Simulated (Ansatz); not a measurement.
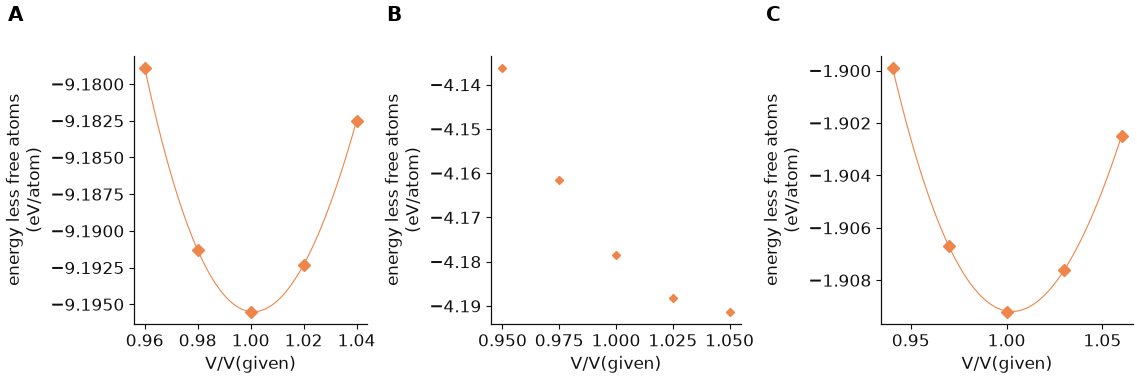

Each panel shows the energy less free atoms against V/V(given) for one of these solids: Ca, Im-3m (No. 229), 42.0 Å³/atom; HfC, Fm-3m (No. 225), 12.6 Å³/atom; InP, F-43m (No. 216), 25.2 Å³/atom.

Computed with Ansatz 0.2.0: periodic Kohn-Sham DFT of a crystal at fixed atoms, scaled to the stated factor times the given cell; pressure positive in compression, energy less spherical unpolarised free atoms. Level: PBE.

Which panel belongs to which solid?

Answer. A is HfC (energy less free atoms from −9.1955 eV/atom to −9.1789 eV/atom, V0 12.58 Å³/atom, B0 234 GPa); B is InP (energy less free atoms from −4.1913 eV/atom to −4.1362 eV/atom); C is Ca (energy less free atoms from −1.9092 eV/atom to −1.8999 eV/atom, V0 42.16 Å³/atom, B0 16.8 GPa).

For HfC, limits of the calculation: no spin-orbit coupling on heavy atoms.

For InP, limits of the calculation: the volumes run don't bracket the minimum of the energy, so any equilibrium value is extrapolated.
